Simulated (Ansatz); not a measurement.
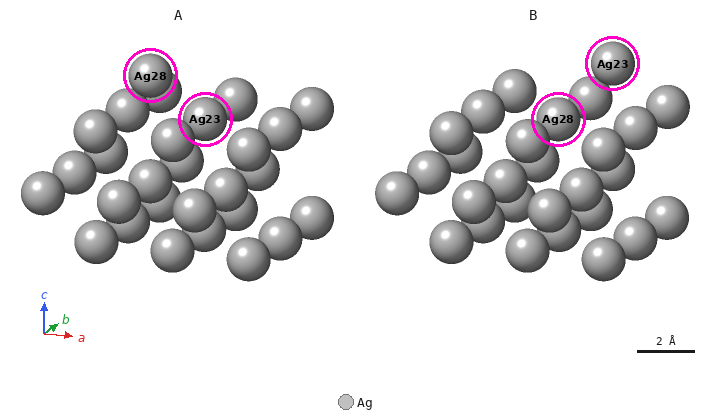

The two relaxed end points of a path for Ag on Ag(100) (28 atoms in the cell). A spheres-only model of the simulation cell, with the vacuum cut short (origin moved), seen slightly off an axis. The atoms that move most are ringed.

Method: Ansatz, DFT PBE, scalar-relativistic, plane waves, PAW.

Settings: plane-wave cutoff 420 eV; k-point mesh 3 × 3 × 1; Gaussian smearing 0.1 eV; 9 atoms held fixed; 3 movable images; climbing image; force threshold 0.04 eV/Å; iteration limit 60.

Start:
```xyz
28
Lattice="8.8035 0.0000 0.0000 0.0000 8.8035 0.0000 0.0000 0.0000 16.1500" Properties=species:S:1:pos:R:3 pbc="T T T"
Ag    0.0000    0.0000    6.0000
Ag    2.9345    0.0000    6.0000
Ag    5.8690    0.0000    6.0000
Ag    0.0000    2.9345    6.0000
Ag    2.9345    2.9345    6.0000
Ag    5.8690    2.9345    6.0000
Ag    0.0000    5.8690    6.0000
Ag    2.9345    5.8690    6.0000
Ag    5.8690    5.8690    6.0000
Ag    1.4672    1.4672    8.0246
Ag    4.3872    1.4672    8.0280
Ag    7.3512    1.4672    8.0284
Ag    1.4671    4.3871    8.0281
Ag    4.3920    4.3920    8.0274
Ag    7.3462    4.3919    8.0278
Ag    1.4671    7.3511    8.0283
Ag    4.3920    7.3462    8.0276
Ag    7.3463    7.3462    8.0280
Ag    8.7804    8.7805   10.0980
Ag    2.9582    8.7792   10.0966
Ag    5.8693    0.0075   10.0532
Ag    8.7797    2.9578   10.0973
Ag    2.9588    2.9590   10.0959
Ag    5.8692    2.9270   10.0532
Ag    0.0075    5.8691   10.0532
Ag    2.9271    5.8691   10.0532
Ag    5.8690    5.8690   10.0285
Ag    1.4718    1.4695   11.9282
```

End:
```
CELL_PARAMETERS angstrom
8.80348 0.00000 0.00000
0.00000 8.80348 0.00000
0.00000 0.00000 16.15000
ATOMIC_POSITIONS crystal
Ag 0.00000 0.00000 0.37152
Ag 0.33333 0.00000 0.37152
Ag 0.66667 0.00000 0.37152
Ag 0.00000 0.33333 0.37152
Ag 0.33333 0.33333 0.37152
Ag 0.66667 0.33333 0.37152
Ag 0.00000 0.66667 0.37152
Ag 0.33333 0.66667 0.37152
Ag 0.66667 0.66667 0.37152
Ag 0.16777 0.16778 0.49705
Ag 0.50002 0.16833 0.49709
Ag 0.83220 0.16778 0.49708
Ag 0.16832 0.50001 0.49709
Ag 0.50001 0.50000 0.49688
Ag 0.83164 0.50001 0.49712
Ag 0.16777 0.83221 0.49707
Ag 0.50002 0.83165 0.49711
Ag 0.83219 0.83220 0.49709
Ag 0.00000 0.00000 0.62096
Ag 0.33418 0.99999 0.62249
Ag 0.66581 0.99998 0.62249
Ag 0.99997 0.33418 0.62249
Ag 0.49948 0.49974 0.73859
Ag 0.66937 0.33069 0.62522
Ag 0.99997 0.66581 0.62249
Ag 0.33064 0.66942 0.62518
Ag 0.66929 0.66928 0.62526
Ag 0.33057 0.33055 0.62514
```

> What barrier does the band find between them, and by what path?

The two ends have the same energy, and the highest point, image 2, lies 0.79 eV above the start. An Ag atom travels furthest, 2.74 Å from end to end, on a path that bends up to 0.10 Å away from the straight line. It doesn't move alone: Ag (2.74 Å) moves with it. The band is converged.

Energies of the converged images:

```csv
image,path (Å),E (eV)
0,0.00,0.000
1,1.09,0.444
2,2.18,0.787
3,3.27,0.444
4,4.37,0.000
```

The geometry at the top of the path:

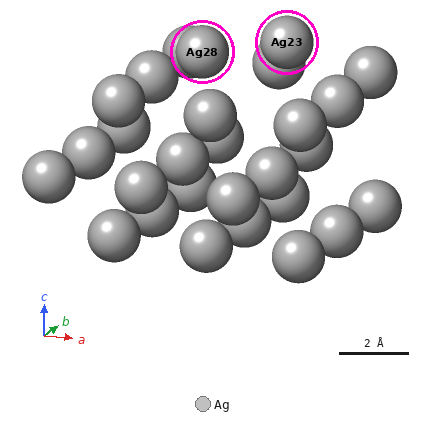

The run took 19 min on 8 threads of Intel(R) Xeon(R) Platinum 8488C (Sapphire Rapids) (shared host), peak memory 16 GiB.
